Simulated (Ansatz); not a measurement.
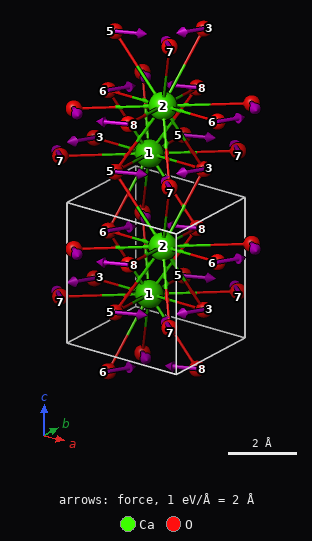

Starting geometry of a crystal of CaO$_{3}$ (built on the Ni3Sn (D0_19)_194 type) (coarse preliminary run) with the computed forces as purple arrows. Style: ball-and-stick. Shown: the cell of the calculation, repeated 1 × 1 × 2 with one cell outlined, slightly off an axis.

Case: Ni3Sn (D0_19) type (P6_3/mmc, No. 194).

Theory: DFT PBE, scalar-relativistic, plane waves, PAW (Ansatz 0.2.0). Settings: plane-wave cutoff 420 eV; k-point mesh 6 × 6 × 4; occupations gaussian; smearing width 0.1 eV; collinear spin; cell and atoms relaxed; force threshold 0.04 eV/Å; at most 70 steps.

**What follows when this structure is relaxed?**

It isn't relaxed: the largest force vector, on O atoms, is 0.54 eV/Å. The atoms end up moving mostly along the starting forces (cosine between the two patterns 1.00). Over 7 accepted moves (10 points after the start) the energy falls by 166 meV per atom. Largest force component: 0.54 eV/Å at the start, under 0.0001 eV/Å at the end. Pressure: −6.83 GPa at the start and −0.08 GPa at the end. The line search rejected the trial step at point 3 of the run. The SCF was repeated twice at an unchanged geometry on a basis and grid sized afresh for the cell, which shifted the energy by 2.5 meV per atom at most. The largest moves relative to the cell, 0.37 Å, are those of O atoms. Ca stays in place. The drawn cell changes as follows: a = b 5.295 → 5.081 Å (−4.0 %), c 4.250 → 4.517 Å (+6.3 %); the volume changes by −2.1 %. Near-neighbour distances that change, for instance: Ca–O 2.616 → 2.507 Å, Ca–O 2.647 → 2.568 Å. Bond angles that change, for instance: Ca–O–Ca 108.7° → 128.5°, Ca–O–Ca 179.9° → 163.1°, Ca–O–Ca 90.0° → 93.7°. The space group stays P6_3/mmc (No. 194). The run took 120 s on 1 thread of Arm Neoverse V2, with other jobs on the host, peak memory 0.43 GiB.

Limits of the set-up: the k-point mesh is coarse for a cell with partly filled bands.
